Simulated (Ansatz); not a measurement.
The structure in question:

```
CELL_PARAMETERS angstrom
2.99907 0.01099 -0.04651
0.01099 3.00763 -0.02909
-0.04651 -0.02909 3.03991
ATOMIC_POSITIONS crystal
Al 0.00000 0.00000 0.00000
Ru 0.50000 0.50000 0.50000
```

Characterise the structure given above.

The formula is AlRu. Strictly the space group is P-1 (No. 2, within 0.01 Å). It is a distorted form of a primitive cubic structure, space group Pm-3m (No. 221) within 0.25 Å: caesium chloride (CsCl, B2) type. Cell content 1 Al, 1 Ru; Z = 1. Al is linked to eight Ru in a cubic arrangement at 2.57 to 2.66 Å. About every Ru there are eight Al in a cubic arrangement at 2.57 to 2.66 Å. Not all metal-metal contacts are counted. The bonds build a three-dimensional framework.

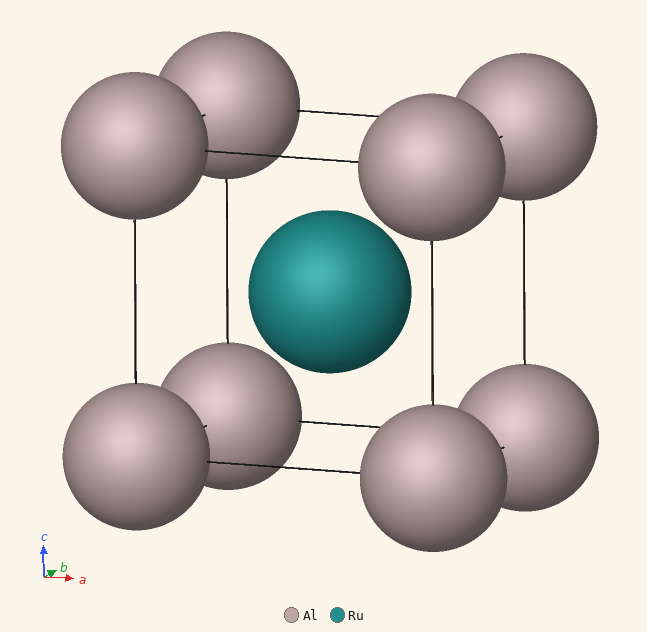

Spheres-only drawing of the structure, looking slightly off an axis. The frame is the unit cell; atoms at its boundary are shown with their periodic copies.

Origin of the cell: a structure listed in the Materials Project. Earlier steps of the study may have refined or changed the cell and positions. It was run through Ansatz as a DFT input.
